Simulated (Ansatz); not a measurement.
**Ta₁₆H₃N: geometry relaxation (part 1 of 5)**

System: Ta₁₆H₃N (slab, 20 atoms in the cell).
Method: DFT PBE+D3(BJ), scalar-relativistic, plane waves, PAW, no spin polarisation (Ansatz 0.2.0).

The structure derives from an entry of the Crystallography Open Database. The input holds or restrains some coordinates. Forces given for the steps count only the free coordinates. It belongs to a series of runs on one base structure; here: 1 NH3 a cell, tilted, over a top Ta site.

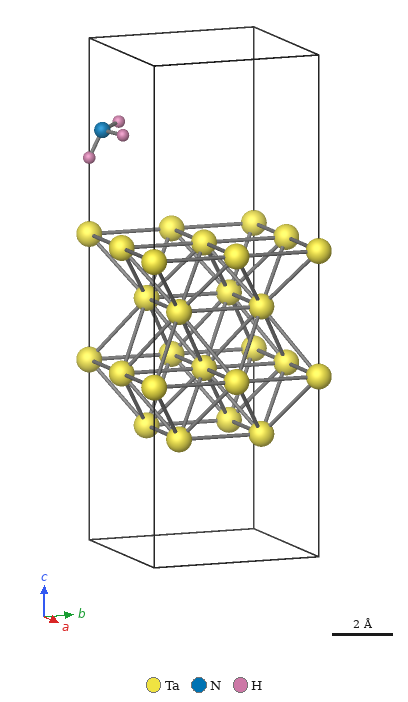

Fig. 1: The input geometry (ball-and-stick view of the cell of the calculation, with the vacuum cut short, seen slightly off an axis). An atom can appear more than once, as a periodic image.

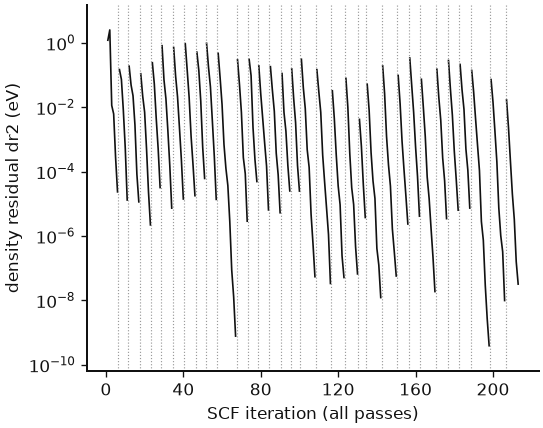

Fig. 2: Convergence of the self-consistent field: density residual dr2 against the SCF iteration. The dotted lines part the SCF passes of the relaxation: geometry steps, rejected trials and re-solves on a re-selected basis. The 33 passes take 4 to 10 iterations each, 213 in all.

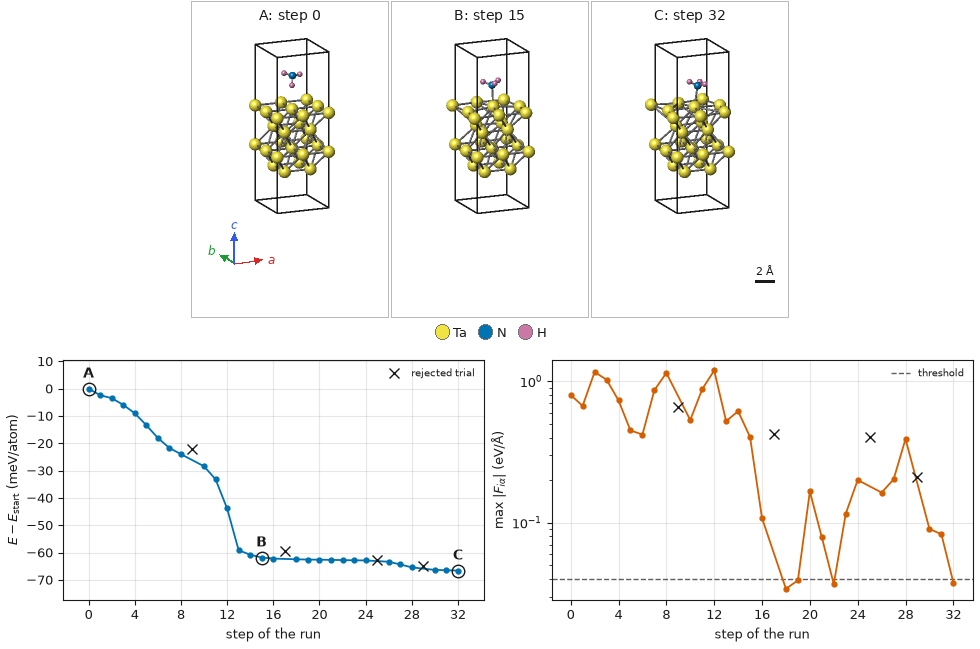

Fig. 3: Frames of the restrained relaxation (ball-and-stick view of the cell of the calculation, with the vacuum cut short (origin shifted), seen slightly off an axis) above the curves, on which the letters mark them (the first geometry is step 0 here and step 1 in the log).

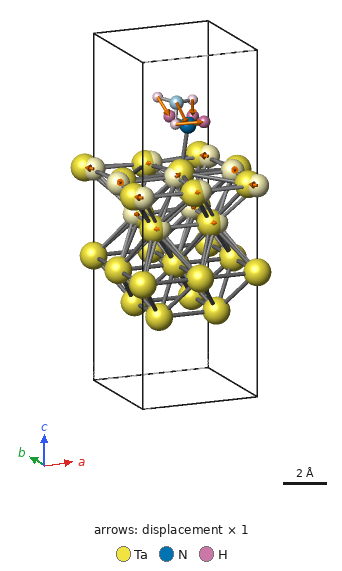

Fig. 4: Start (faint) and end (solid) with the displacements as orange arrows, at true length (ball-and-stick view of the cell of the calculation, with the vacuum cut short (origin shifted), seen slightly off an axis). H18 moves most: 1.37 Å. By element the largest moves are H 1.37 Å, N 1.23 Å, Ta 0.57 Å. The cell stays as it was. Distances before and after: Ta13–N17 3.564 → 2.295 Å, Ta14–Ta15 4.182 → 3.480 Å, Ta13–Ta16 4.182 → 3.516 Å, Ta10–Ta16 2.912 → 3.475 Å. New bonds form: Ta13–N17 (3.56 → 2.29 Å). Among the angles that change: H18–N17–H19 106.7° → 109.8°, H18–N17–H20 106.7° → 109.3°. Over 32 geometry steps the energy falls by 66.6 meV per atom. Largest force component: 0.8 eV/Å at the start, 0.038 eV/Å at the end. The line search rejected the trial steps at points 9, 17, 25, 29 (counted from 0) and went back. (Atoms are counted from 1 in the order of the input.)

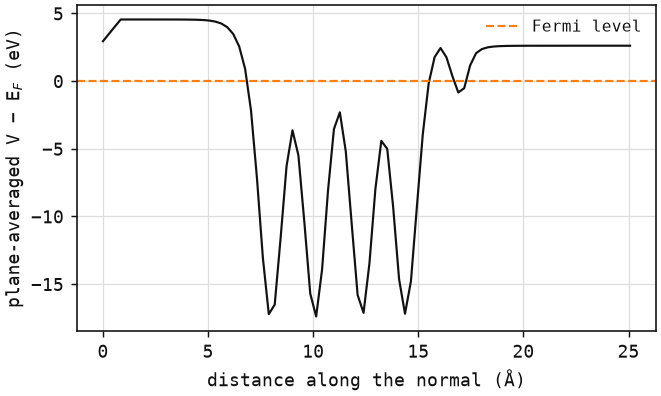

Fig. 5: Plane average of the electrostatic potential energy of an electron across the cell, from the Fermi level. The vacuum level lies 2.62 eV above the Fermi level on the upper side and 4.55 eV on the lower.

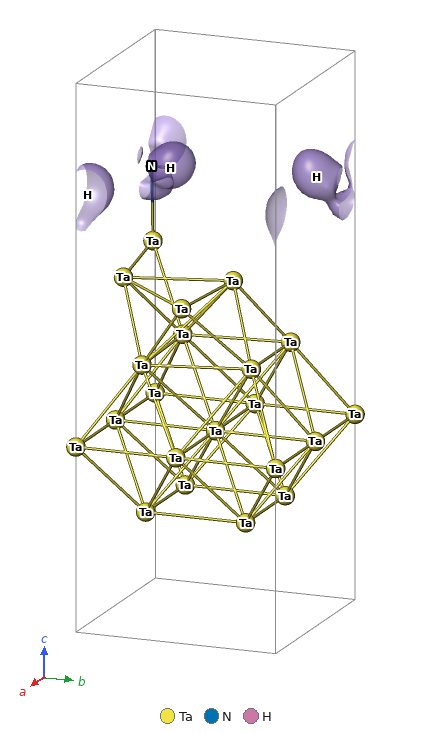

Fig. 6: Isosurface of the ELF at 0.75 (purple), seen slightly off an axis. Core shells and regions of very low density are left out. Sticks mark near contacts. Ta–N (2.29 Å): the ELF is about 0.20 at the midpoint; a polar contact without a shared pair, in a metal. The fields are those of the smooth PAW valence density.

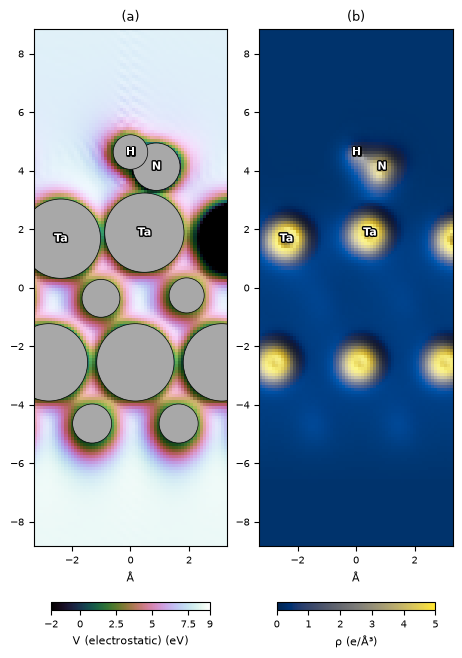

Fig. 7: (a) electrostatic potential (local pseudopotential plus Hartree) felt by an electron; (b) valence electron density on the (010) plane of the calculation cell, a cut from vacuum to vacuum. Grey discs, where drawn, cover atomic cores. The section cuts through Ta, N and H sites. N–H (1.02 Å): ρ is about 2.9 e/Å³ halfway. Ta–N (2.29 Å): ρ is about 0.47 e/Å³ halfway. Ta–Ta (2.88 Å): ρ is about 0.33 e/Å³ halfway. The density dies away to nearly zero in the vacuum.

The input and output of the run follow.

**The input**
```yaml
crystal:
  lattice:
    - [5.9136804077, 0.0, 0.0]
    - [0.0, 5.9136804077, 0.0]
    - [0.0, 0.0, 25.355105277]
  atoms:
    - { symbol: Ta, position: [0.25, 0.25, 0.3155183113] }
    - { symbol: Ta, position: [0.25, 0.75, 0.3155183113] }
    - { symbol: Ta, position: [0.75, 0.25, 0.3155183113] }
    - { symbol: Ta, position: [0.75, 0.75, 0.3155183113] }
    - { symbol: Ta, position: [0.5, 0.5, 0.3979790913] }
    - { symbol: Ta, position: [0.5, 0.0, 0.3979790913] }
    - { symbol: Ta, position: [0.0, 0.5, 0.3979790913] }
    - { symbol: Ta, position: [0.0, 0.0, 0.3979790913] }
    - { symbol: Ta, position: [0.75, 0.75, 0.4859826853] }
    - { symbol: Ta, position: [0.75, 0.25, 0.4859826853] }
    - { symbol: Ta, position: [0.25, 0.75, 0.4859826853] }
    - { symbol: Ta, position: [0.25, 0.25, 0.4859826853] }
    - { symbol: Ta, position: [0.0, 0.0, 0.5659141428] }
    - { symbol: Ta, position: [0.0, 0.5, 0.5659141428] }
    - { symbol: Ta, position: [0.5, 0.0, 0.5659141428] }
    - { symbol: Ta, position: [0.5, 0.5, 0.5659141428] }
    - { symbol: "N", position: [0.0371672455, 0.0648519064, 0.7053850683] }
    - { symbol: H, position: [0.0, 0.0, 0.6680631961] }
    - { symbol: H, position: [-0.0668460653, 0.2057181961, 0.7107646555] }
    - { symbol: H, position: [0.2031173027, 0.1248884298, 0.7037838129] }
basis:
  ecutwfc: 420
kpoints:
  mp_grid: { grid: [3, 3, 1] }
hamiltonian:
  xc: pbe
  dispersion: d3bj
scf:
  occupations: { method: gaussian, width: 0.1 }
output:
  forces: true
  eigenvalues: true
  write_density: true
  write_potential: true
  elf: true
  volumetric_format: npy
relax:
  adjacent_minimum: "off"
  f_tol: 0.04
  max_steps: 100
  constraints: [{ sites: [0, 1, 2, 3, 4, 5, 6, 7] }]
efield:
  axis: 3
  dipole_correction: true
  ramp_width: 0.04
```

Launch command:
```bash
ansatz run input.yaml --threads 4 --pin off --max-ram 10240MiB --backend cpu --events-out ev --progress --plain --runs-dir out
```

**Log**
```
Engine: ansatz 0.2.0, x86_64-unknown-linux-gnu
Pseudopotentials: kind: paw
Pseudopotential: Ta, paw, valence charge 13, recommended cutoff 420 eV (normal), Ta.paw.azcp
Pseudopotential: N, paw, valence charge 5, recommended cutoff 420 eV (normal), N.paw.azcp
Pseudopotential: H, paw, valence charge 1, recommended cutoff 420 eV (normal), H.paw.azcp
Functional definition: PBE
  parameter kappa = 0.804
  parameter beta = 0.06672455060314922
  exchange = pbe_x(kappa = kappa, mu = beta*pi^2/3)
  correlation = pbe_c(beta = beta)
Crystal: 20 atoms, lattice volume = 886.709 Å³
Basis set: ecut = 420 eV, 17241 PW (Γ), exchange–correlation on 80×80×360 points (8 copies of the dense FFT grid, shifted against one another)
Bands: 130, of which v1, the nominal top of the filled ones, is band 108 counted from 1 (107 counted from 0)
Symmetry: 1 space group operations
Space group: P1 (ITA 1), of the structure as read, at distance tolerance 9.6e-5 Å
k-points: 5 of 9 (time reversal used)
Non-local potential: Ta, projectors of the file, l = 0: 3, l = 1: 2, l = 2: 2, l = 3: 1
Non-local potential: N, projectors of the file, l = 0: 2, l = 1: 2, l = 2: 1
Non-local potential: H, projectors of the file, l = 0: 2, l = 1: 1
PAW form: soft (Blöchl's): semilocal exchange-correlation on the pseudo side does not see the compensation charge
PAW one-centre angular grid: Ta, 590 points (default); XC on 64 Gauss nodes
PAW one-centre angular grid: N, 110 points (default); XC on 64 Gauss nodes
PAW one-centre angular grid: H, 110 points (default); XC on 64 Gauss nodes
Initial density: superposition of atomic densities (neutral atoms: chi_scale 0, normalization atom), corrected by the library's trained network
Initial wavefunctions: pseudopotential atomic-orbital guess
Functional: x = pbe(κ = 0.804, μ = 0.2195149727645171), c = pbe(β = 0.06672455060314922)
SCF iter   1: F=—  HF=-159342.127165 eV  |F-HF|=—  |Δ(HF+E_count)|=         —  Δρ=5.13e-3  dr2=1.20e0  ethr=1.77e-3  p=-0.087 e·Å  D=-1.77e-2 V/Å  ΔV_dip=0.45 eV  dr2_dipole=6.75e-3  V_vac-E_F(+/−)=4.58/4.13 eV  ⟨swp⟩=8.8  Hψ=2784  notcnv=0
efield: sawtooth ramp at fractional position 0.9931 (placed from the atoms, in the widest stretch of the axis that holds none; the zero of the levels goes with the place), width 0.0400; the density the first Hamiltonian is built on has a dipole p = -0.087 e·Å; the dipole correction subtracts the counter field D = -1.77e-2 V/Å, which shifts the + side's vacuum level by +0.45 eV against the − side's; the planar-averaged density in the ramp window peaks in size at 5.3e-5 e/Å³
preconditioner: auto → LDOS  [insulator: Δε(μ)=0.159 eV  Ē_g=3.879 eV  σ=0.100 eV  W_gap=0.67  n_scr=140 (ndim 8)  ℏωp=11.7 eV  f_vac=0.545  D(μ)=11.93/eV (n_scr^D=60)  ε∞_Penn≈10.1  β→1.0]
SCF iter   2: F=—  HF=-159342.193546 eV  |F-HF|=—  |Δ(HF+E_count)|=   6.64e-2  Δρ=4.20e-3  dr2=2.51e0  ethr=5.57e-4  p=-0.114 e·Å  D=-2.32e-2 V/Å  ΔV_dip=0.59 eV  dr2_dipole=3.06e-2  V_vac-E_F(+/−)=5.50/4.91 eV  ⟨swp⟩=3.4  Hψ=1093  notcnv=0  defer=34
SCF iter   3: F=—  HF=-159342.060428 eV  |F-HF|=—  |Δ(HF+E_count)|=   1.33e-1  Δρ=9.62e-4  dr2=1.13e-2  ethr=5.57e-4  p=-0.090 e·Å  D=-1.83e-2 V/Å  ΔV_dip=0.47 eV  dr2_dipole=1.77e-4  V_vac-E_F(+/−)=4.99/4.52 eV  ⟨swp⟩=2.6  Hψ=924  notcnv=0  defer=9
SCF iter   4: F=—  HF=-159342.059484 eV  |F-HF|=—  |Δ(HF+E_count)|=   9.44e-4  Δρ=6.91e-4  dr2=6.16e-3  ethr=5.24e-6  p=-0.076 e·Å  D=-1.55e-2 V/Å  ΔV_dip=0.39 eV  dr2_dipole=1.29e-4  V_vac-E_F(+/−)=5.00/4.61 eV  ⟨swp⟩=3.0  Hψ=1354  notcnv=0  defer=12
SCF iter   5: F=—  HF=-159342.058291 eV  |F-HF|=—  |Δ(HF+E_count)|=   1.19e-3  Δρ=1.51e-4  dr2=2.69e-4  ethr=2.85e-6  p=-0.079 e·Å  D=-1.61e-2 V/Å  ΔV_dip=0.41 eV  dr2_dipole=5.44e-7  V_vac-E_F(+/−)=5.00/4.59 eV  ⟨swp⟩=2.4  Hψ=844  notcnv=0  defer=13
SCF iter   6: F=-159342.058340 eV  HF=-159342.058328 eV  |F-HF|=1.20e-5  |Δ(HF+E_count)|=   3.70e-5  Δρ=6.26e-5  dr2=2.33e-5  ethr=1.85e-8  p=-0.079 e·Å  D=-1.61e-2 V/Å  ΔV_dip=0.41 eV  dr2_dipole=1.89e-6  V_vac-E_F(+/−)=4.99/4.59 eV  ⟨swp⟩=39.2  Hψ=7426  notcnv=0
SCF 1 converged in 6 iterations: F = -159342.058340 eV  dr2 = 2.33e-5
  greatest PAW one-centre occupation: 0.999 electrons in one spin orbital (limit 2), on the Ta atom at site 12 (counted from 0), in its partial waves of l = 0
relax step   1: F+E_penalty+E_count = -159342.05833973 eV  Δ(F+E_penalty+E_count) = +0.000e0 eV  max|allowed force component| = 8.011e-1 eV/Å  Δτ_max = 0.0000 Å  (6 SCF iters, dr2 threshold 4.00e-5 eV, accepted)
Initial density: handed on by an earlier stage of this run
Initial wavefunctions: those handed on with the density
iter 1 solved again at ethr=6.65e-5 eV; its pass at ethr=3.10e-3 eV (dr2=1.44e-1 eV) is discarded
SCF iter   1: F=—  HF=-159342.116730 eV  |F-HF|=—  |Δ(HF+E_count)|=         —  Δρ=4.72e-3  dr2=1.47e-1  ethr=6.65e-5  p=-0.079 e·Å  D=-1.61e-2 V/Å  ΔV_dip=0.41 eV  dr2_dipole=4.40e-3  V_vac-E_F(+/−)=4.99/4.59 eV  ⟨swp⟩=2.0  Hψ=2184  notcnv=0  defer=15
efield: sawtooth ramp at fractional position 0.9931 (handed on by an earlier solve), width 0.0400; the density the first Hamiltonian is built on has a dipole p = -0.079 e·Å; the dipole correction subtracts the counter field D = -1.61e-2 V/Å, which shifts the + side's vacuum level by +0.41 eV against the − side's; the planar-averaged density in the ramp window peaks in size at 6.5e-6 e/Å³
preconditioner: auto → LDOS  [insulator: Δε(μ)=0.160 eV  Ē_g=3.880 eV  σ=0.100 eV  W_gap=0.68  n_scr=140 (ndim 8)  ℏωp=11.7 eV  f_vac=0.544  D(μ)=12.71/eV (n_scr^D=68)  ε∞_Penn≈10.1  β→1.0]
SCF iter   2: F=—  HF=-159342.123366 eV  |F-HF|=—  |Δ(HF+E_count)|=   6.64e-3  Δρ=2.01e-3  dr2=7.27e-2  ethr=6.65e-5  p=-0.149 e·Å  D=-3.04e-2 V/Å  ΔV_dip=0.77 eV  dr2_dipole=5.21e-6  V_vac-E_F(+/−)=5.35/4.58 eV  ⟨swp⟩=3.0  Hψ=968  notcnv=0  defer=15
SCF iter   3: F=—  HF=-159342.108637 eV  |F-HF|=—  |Δ(HF+E_count)|=   1.47e-2  Δρ=8.71e-4  dr2=7.95e-3  ethr=3.36e-5  p=-0.116 e·Å  D=-2.37e-2 V/Å  ΔV_dip=0.60 eV  dr2_dipole=1.60e-5  V_vac-E_F(+/−)=5.19/4.59 eV  ⟨swp⟩=3.0  Hψ=1065  notcnv=0  defer=16
SCF iter   4: F=—  HF=-159342.106594 eV  |F-HF|=—  |Δ(HF+E_count)|=   2.04e-3  Δρ=2.04e-4  dr2=5.23e-4  ethr=3.68e-6  p=-0.119 e·Å  D=-2.42e-2 V/Å  ΔV_dip=0.61 eV  dr2_dipole=9.44e-6  V_vac-E_F(+/−)=5.20/4.58 eV  ⟨swp⟩=3.0  Hψ=980  notcnv=0  defer=16
SCF iter   5: F=-159342.106511 eV  HF=-159342.106510 eV  |F-HF|=7.21e-7  |Δ(HF+E_count)|=   8.38e-5  Δρ=3.39e-5  dr2=1.30e-5  ethr=1.86e-8  p=-0.120 e·Å  D=-2.45e-2 V/Å  ΔV_dip=0.62 eV  dr2_dipole=3.28e-8  V_vac-E_F(+/−)=5.20/4.58 eV  ⟨swp⟩=39.0  Hψ=7488  notcnv=0
SCF 2 converged in 5 iterations: F = -159342.106511 eV  dr2 = 1.30e-5
relax step   2: F+E_penalty+E_count = -159342.10651094 eV  Δ(F+E_penalty+E_count) = -4.817e-2 eV  max|allowed force component| = 6.705e-1 eV/Å  Δτ_max = 0.1950 Å  (5 SCF iters, dr2 threshold 4.01e-5 eV, accepted)
[... from here on the SCF iterations and repeated set-up lines of each step are left out, up to the last step ...]
SCF 3 converged in 6 iterations: F = -159342.127951 eV  dr2 = 1.14e-5
relax step   3: F+E_penalty+E_count = -159342.12795062 eV  Δ(F+E_penalty+E_count) = -2.144e-2 eV  max|allowed force component| = 1.163e0 eV/Å  Δτ_max = 0.1921 Å  (6 SCF iters, dr2 threshold 2.81e-5 eV, accepted)
SCF 4 converged in 6 iterations: F = -159342.177104 eV  dr2 = 2.19e-6
relax step   4: F+E_penalty+E_count = -159342.17710425 eV  Δ(F+E_penalty+E_count) = -4.915e-2 eV  max|allowed force component| = 1.028e0 eV/Å  Δτ_max = 0.1970 Å  (6 SCF iters, dr2 threshold 1.00e-4 eV, accepted)
SCF 5 converged in 5 iterations: F = -159342.238619 eV  dr2 = 3.17e-5
relax step   5: F+E_penalty+E_count = -159342.23861940 eV  Δ(F+E_penalty+E_count) = -6.152e-2 eV  max|allowed force component| = 7.333e-1 eV/Å  Δτ_max = 0.1685 Å  (5 SCF iters, dr2 threshold 1.00e-4 eV, accepted)
SCF 6 converged in 6 iterations: F = -159342.325754 eV  dr2 = 7.28e-6
relax step   6: F+E_penalty+E_count = -159342.32575410 eV  Δ(F+E_penalty+E_count) = -8.713e-2 eV  max|allowed force component| = 4.497e-1 eV/Å  Δτ_max = 0.1949 Å  (6 SCF iters, dr2 threshold 1.00e-4 eV, accepted)
SCF 7 converged in 6 iterations: F = -159342.419536 eV  dr2 = 1.40e-5
relax step   7: F+E_penalty+E_count = -159342.41953571 eV  Δ(F+E_penalty+E_count) = -9.378e-2 eV  max|allowed force component| = 4.203e-1 eV/Å  Δτ_max = 0.1955 Å  (6 SCF iters, dr2 threshold 7.60e-5 eV, accepted)
SCF 8 converged in 6 iterations: F = -159342.492949 eV  dr2 = 1.77e-5
relax step   8: F+E_penalty+E_count = -159342.49294936 eV  Δ(F+E_penalty+E_count) = -7.341e-2 eV  max|allowed force component| = 8.666e-1 eV/Å  Δτ_max = 0.1978 Å  (6 SCF iters, dr2 threshold 6.64e-5 eV, accepted)
SCF 9 converged in 5 iterations: F = -159342.537948 eV  dr2 = 6.08e-5
```
